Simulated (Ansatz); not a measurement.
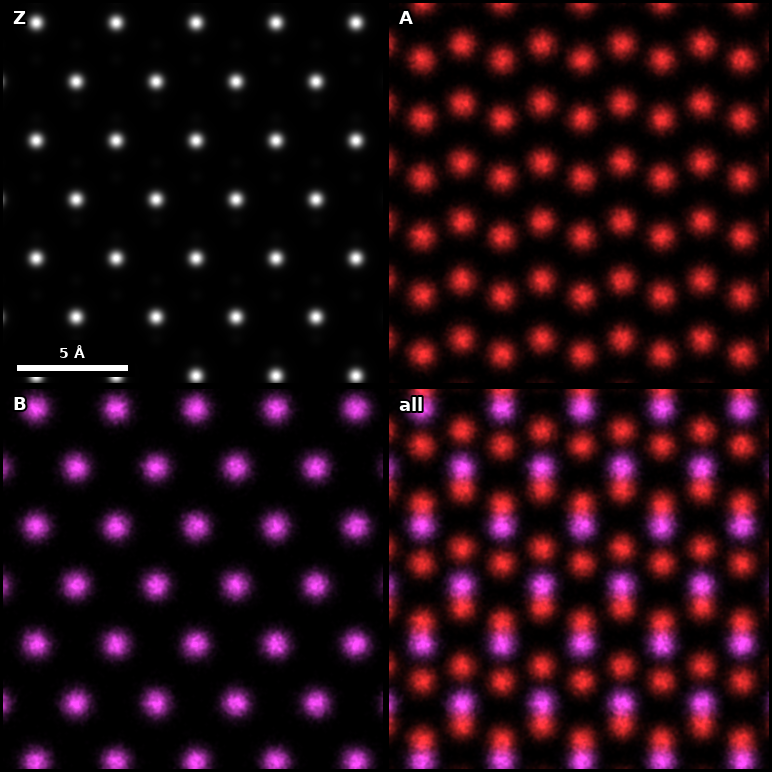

HfO₂ (P4_2/nmc, No. 137) along [100]. Panel Z: The image is simulated as a sum over atoms of Z^1.7, blurred by a 0.50 Å probe (no channelling). The probe carries 15 % of its weight in a tail 2.5 times as wide. The other panels are simulated element maps (the number of atoms of one element along the beam, blurred by 0.9 Å, with counting noise; each on its own scale, no channelling); the last overlays them. Structure used: the end point of a relaxation at fixed volume with Ansatz, DFT PBE, scalar-relativistic, plane waves, PAW.

```cif
data_structure
_symmetry_space_group_name_H-M 'P4_2/nmc:1'
_symmetry_Int_Tables_number 137
_cell_length_a 3.6291
_cell_length_b 3.6291
_cell_length_c 5.3482
_cell_angle_alpha 90.000
_cell_angle_beta 90.000
_cell_angle_gamma 90.000
_cell_volume 70.44
loop_
_atom_site_label
_atom_site_type_symbol
_atom_site_symmetry_multiplicity
_atom_site_Wyckoff_symbol
_atom_site_fract_x
_atom_site_fract_y
_atom_site_fract_z
_atom_site_occupancy
Hf1 Hf 2 a 0.50000 0.50000 0.50000 1
O1 O 4 d 0.00000 0.50000 0.68665 1
```

**Which element does each lettered map show?**

A: O, B: Hf. The projected cell (3.63 × 5.35 Å, 90°) holds 6 columns: 4 of O and 2 of Hf. No column is shared by two of the mapped elements.
